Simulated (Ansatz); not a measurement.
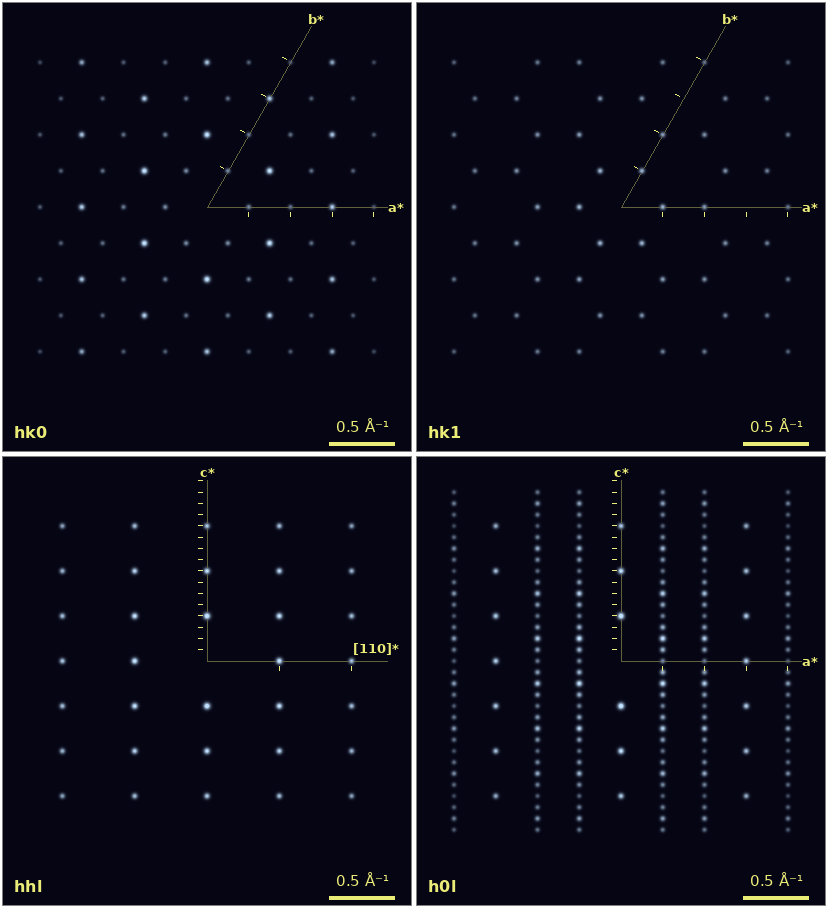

Simulated precession-type sections (X-rays; kinematic intensities, B = 0.5 Å²). The ticks mark integer indices of the conventional cell.

Q: Read the reciprocal cell and give the direct cell.

A: a* = 0.326, b* = 0.326, c* = 0.088 Å⁻¹, γ* = 60°; the cell is hexagonal with a = 3.54 Å, c = 11.39 Å (hexagonal axes).

Q: Which reflection conditions do the layers show?

A: Reflections are present only under these conditions. hkl: no condition; hk0: no condition; h0l: no condition; hhl: l = 2n; 00l: l = 2n. The lattice is primitive (P). Further gaps, such as 0 3 1, 3 0 1, 3 0 3, come from atoms on special positions, not from the group's general conditions. A few very weak reflections are below the display threshold.

Q: Which space groups fit?

A: The intensities have Laue symmetry 6/mmm (the hk0 layer shows 6mm, hk1 shows 6mm). With these conditions the candidates are P6_3mc (No. 186), P-62c (No. 190), P6_3/mmc (No. 194). Diffraction geometry alone does not choose among them; the structure has P6_3/mmc. The compound is Y. Structure: the input geometry of an electronic-structure calculation (not necessarily at equilibrium); the starting structure was generated, so it need not be a known form of this composition.
